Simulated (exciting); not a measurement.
The B K edge of atom 2 in BN (Qingsongite), space group F-43m, with 4 N at 1.57 Å (tetrahedral, site symmetry -43m), was computed at 4 levels: exchange and screened direct term (singlet BSE), exchange term alone (RPA), independent particles and screened direct term alone. Common settings: exciting, all-electron LAPW+lo, PBE, 6×6×6 shifted k points, 8 conduction bands, |G+q| up to 3 bohr⁻¹, full RPA screening with nempty = 25, Lorentzian half width 0.45 eV.

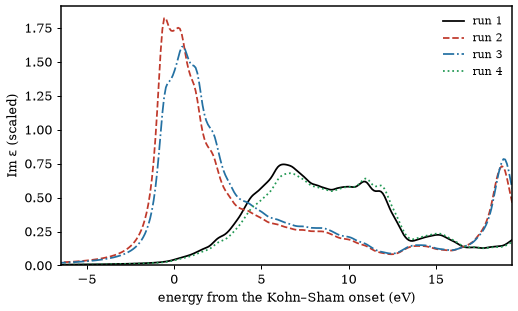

Energy from the Kohn–Sham onset, core level to the lowest empty state found on the meshes used; all runs on one relative scale.

Q: Which run is which, and why?

Run 1: independent particles; highest local maximum in the window at 6.2 eV. Run 2: screened direct term alone; highest local maximum in the window at -0.5 eV. Run 3: exchange and screened direct term (singlet BSE); highest local maximum in the window at 0.5 eV. Run 4: exchange term alone (RPA); highest local maximum in the window at 6.6 eV. The attractive direct term pulls weight down: the curves pass 0.24 at 3.1, -1.9, -1.6 and 3.4 eV in the order of the runs. Exchange is repulsive: the centre of weight of the curve lies at 5.0 eV with it and at 4.5 eV without it. Fine structure above the first lines is partly noise of the 216-point mesh. Exchange alone moves the bare spectrum by 9 % r.m.s., towards higher energy.

[Hosts, paths, dates, database ids (printed as entryN), source tags and the programs' standing remarks are cut or masked in the printed files.]
